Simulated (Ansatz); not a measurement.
Co8Si15

The calculation's input:

```
crystal:
  lattice:
    - [5.338603, -0.012421, 5.337778]
    - [5.338625, 5.338773, -0.012436]
    - [-0.012142, 5.338475, 5.337501]
  atoms:
    - { symbol: Co, position: [0.9985928888, 0.9998188349, 0.5018334282] }
    - { symbol: Co, position: [0.9981541612, 0.4982957929, 0.5047256495] }
    - { symbol: Co, position: [0.4997806605, 0.9999038582, 0.5019731786] }
    - { symbol: Co, position: [0.4995765808, 0.4988261116, 0.5017537272] }
    - { symbol: Co, position: [0.9981698339, 0.002539374, 0.0004304311] }
    - { symbol: Co, position: [0.997516805, 0.4977804815, 0.9998091903] }
    - { symbol: Co, position: [0.4995795971, 0.9997966734, 0.0007692759] }
    - { symbol: Co, position: [0.5023495387, 0.4983069383, 0.0003717] }
    - { symbol: Si, position: [0.1260492296, 0.1228300903, 0.128303373] }
    - { symbol: Si, position: [0.1240768218, 0.624267244, 0.1263909524] }
    - { symbol: Si, position: [0.6230008789, 0.1231565521, 0.1284479132] }
    - { symbol: Si, position: [0.6225931605, 0.626254686, 0.1282284099] }
    - { symbol: Si, position: [0.1262713583, 0.1231671007, 0.6252403946] }
    - { symbol: Si, position: [0.1260625737, 0.626288996, 0.6248459652] }
    - { symbol: Si, position: [0.6246096551, 0.1248300029, 0.6267940043] }
    - { symbol: Si, position: [0.6230065981, 0.6263957793, 0.6251851105] }
    - { symbol: Si, position: [0.3746012642, 0.3737500686, 0.3768224495] }
    - { symbol: Si, position: [0.3742825671, 0.8744792931, 0.3764774536] }
    - { symbol: Si, position: [0.8735383147, 0.3737950003, 0.3764974463] }
    - { symbol: Si, position: [0.8736195172, 0.8747578731, 0.37686221] }
    - { symbol: Si, position: [0.3741724246, 0.3737758865, 0.8757481346] }
    - { symbol: Si, position: [0.3745749241, 0.8747584847, 0.8758250636] }
    - { symbol: Si, position: [0.8735460713, 0.8744666868, 0.8758205829] }
basis:
  ecutwfc: 420
kpoints:
  mp_grid: { grid: [6, 6, 6] }
hamiltonian:
  xc: pbe
scf:
  occupations: { method: gaussian, width: 0.1 }
  n_extra_bands: 11
output:
  forces: true
  stress: true
  eigenvalues: true
  populations: true
  dos:
    method: { smearing: { sigma: 0.1, scheme: gaussian } }
    projected: true
    de: 0.02
  write_density: true
  write_potential: true
  elf: true
  volumetric_format: npy
```

Run with:

```sh
ansatz run input.yaml --threads 4 --pin off --max-ram 9216MiB --backend cpu --events-out ev --progress --plain --runs-dir out
```

Below, planes, directions and counts refer to the conventional cell (a = 7.57 Å, b = 7.57 Å, c = 18.47 Å, α = 90.00°, β = 89.99°, γ = 120.01°).

Space group R3m; a generated structure, not necessarily the stable one; computed without spin polarisation.

Method: DFT PBE, scalar-relativistic, plane waves, PAW (Ansatz 0.2.0).

The density is the valence pseudo-density of a PAW calculation; it isn't the true density close to the nuclei.

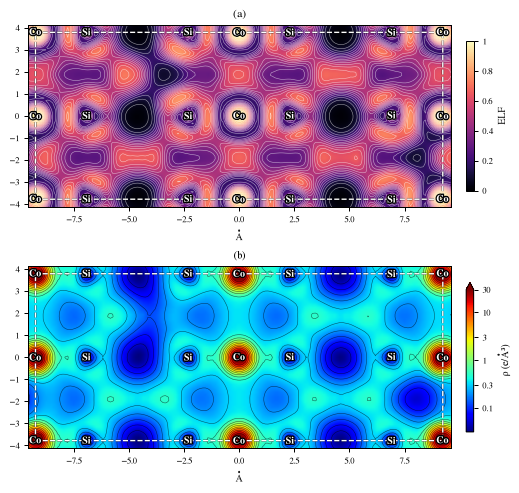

Figure 1. (a) electron localisation function; (b) valence charge density (pseudo) on the (11̄0) plane of the conventional cell.

Q: What do the fields say about this system?

A:
- Atoms in the plane: Co and Si.
- Co–Si (2.31 Å): the density is about 0.5 e/Å³ at the midpoint; the ELF peaks at about 0.75 between the atoms.
- Between the atoms the lowest density in this plane is 0.03 e/Å³.
- The features right at Co lie inside the PAW spheres, where the map follows smoothed inner orbitals and isn't to be read closely.

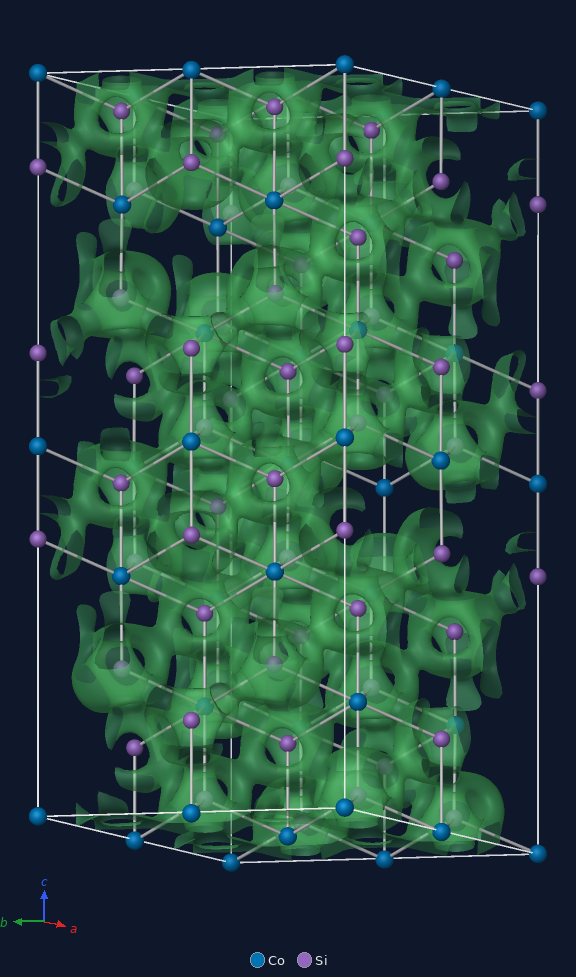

Figure 2. Isosurface of the electron localisation function at 0.6 (green), seen at an oblique angle. Core shells and regions of very low density are left out. Sticks mark near contacts.

Q: What do the ELF domains correspond to?

A: The surface consists of one network that runs through the whole crystal, counted in one cell of 69 atoms. Regions shared between cells count once.

Q: Does the calculation give a band gap?

A: It is gapless in this calculation (a metal or semimetal).
